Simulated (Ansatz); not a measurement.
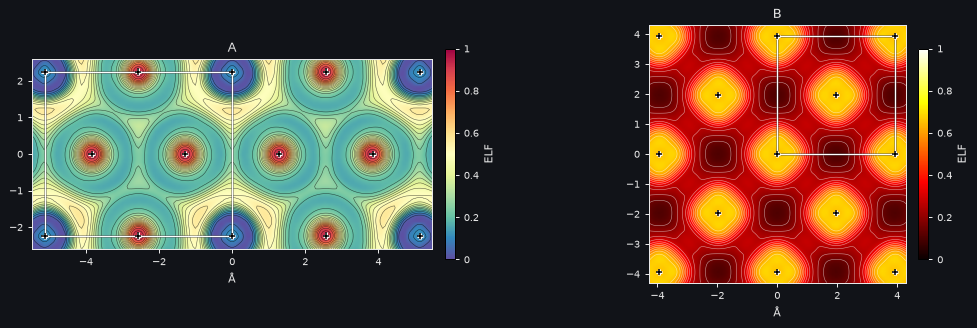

The electron localisation function of 2 systems, each on a plane through atoms (crosses mark nuclei in the plane).

Method: Ansatz 0.2.0, DFT r2SCAN, scalar-relativistic, plane waves, PAW.

System 1: Pt, the (010) plane of the conventional cell. Space group Fm-3m.

System 2: AlCu₃, the (100) plane of the conventional cell. Space group Pmmn; a structure from a database of computed crystals, not necessarily the ambient phase; computed without spin polarisation.

Which map belongs to which system?

Panel A is system 2, AlCu₃: the plane holds Al and Cu. Cu–Cu (2.57 Å): the ELF is about 0.25 at the midpoint; no shared electron pair shows on this line. Panel B is system 1, Pt: the plane holds Pt. Pt–Pt (2.79 Å): the ELF is about 0.30 at the midpoint (no shared electron pair shows on this line).
